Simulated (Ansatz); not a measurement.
System: rocksalt MgSe, space group Fm-3m, 2 atoms in the primitive cell; cubic a = 5.451 Å. Run without spin-orbit coupling: PBE, Ansatz PAW set, 8×8×8 k mesh, 420 eV cutoff, Fermi-Dirac smearing of 0.02 eV (Ansatz). Run with it: PBE, Ansatz PAW set, 8×8×8 k mesh, 420 eV cutoff, Fermi-Dirac smearing of 0.02 eV (Ansatz). Neither carries moments.

Without spin-orbit coupling the direct gap is 2.61 eV at Γ.

What does spin-orbit coupling change near the gap?

Answer. The threefold valence top at Γ (six states with spin) splits into a fourfold level on top and a twofold one 0.42 eV below it, the split-off level. The vertical gap goes from 2.61 to 2.47 eV at Γ. A third of the splitting is 0.14 eV, which accounts for the change at Γ: the fourfold level rises by about that much. The smallest gap over all k points computed narrows from 1.82 eV (valence top at Γ, conduction bottom at X) to 1.69 eV.

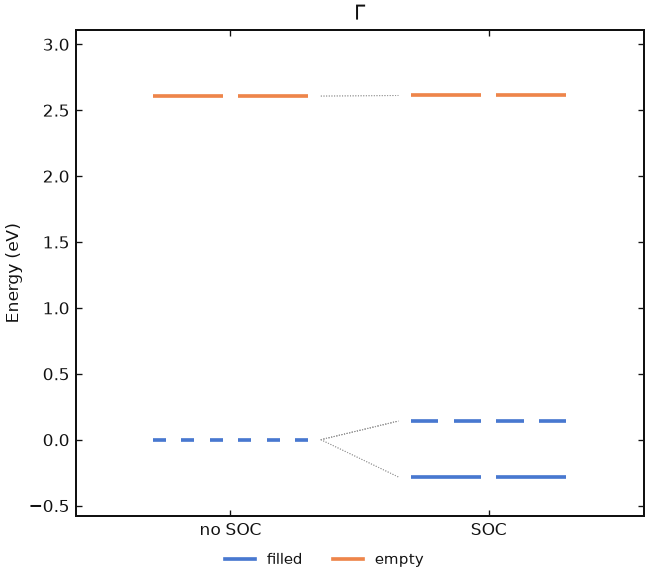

Levels at Γ, each bar one state with spin counted. Zero is the valence top without spin-orbit coupling, and the two sets are aligned on the mean of the six top valence states at Γ.

LDA, GGA and most meta-GGA functionals understate gaps.
